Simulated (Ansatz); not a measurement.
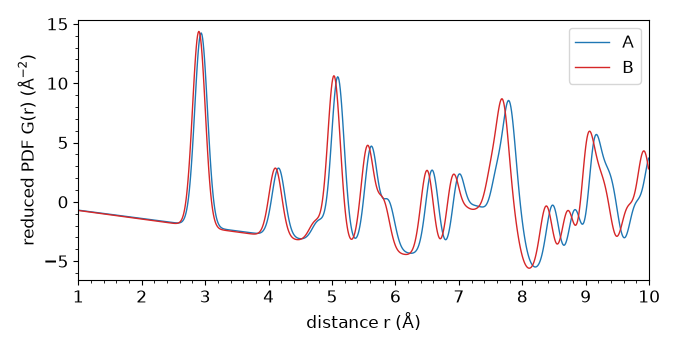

Computed X-ray G(r), with each pair weighted by the product of the atomic numbers (X-ray weights at Q = 0) and a uniform peak width σ = 0.10 Å. There is no Q-range truncation. Both curves are of Ag in space group P6_3/mmc, for two cells of different size. A: the end point of a relaxation at fixed volume with Ansatz 0.2.0, DFT r2SCAN, scalar-relativistic, plane waves, PAW; the starting structure was generated, so it need not be a known form of this composition; B: the geometry relaxed at fixed volume with DFT r2SCAN, scalar-relativistic, plane waves, PAW (Ansatz); the starting structure was generated, so it need not be a known form of this composition.

Question: Which cell is the larger, and by how much?

Answer: Cell A is larger: the volume of B is 3.5 % below that of A (17.97 and 17.34 Å³ per atom), a mean linear change of -1.2 %. The shortest distance is 2.937 Å in A and 2.903 Å in B.

Question: Give both cells.

Answer: Cell A: a = 2.944 Å, b = 2.944 Å, c = 4.790 Å, α = 90.00°, β = 90.00°, γ = 120.00°
Cell B: a = 2.907 Å, b = 2.907 Å, c = 4.738 Å, α = 90.00°, β = 90.00°, γ = 120.00°
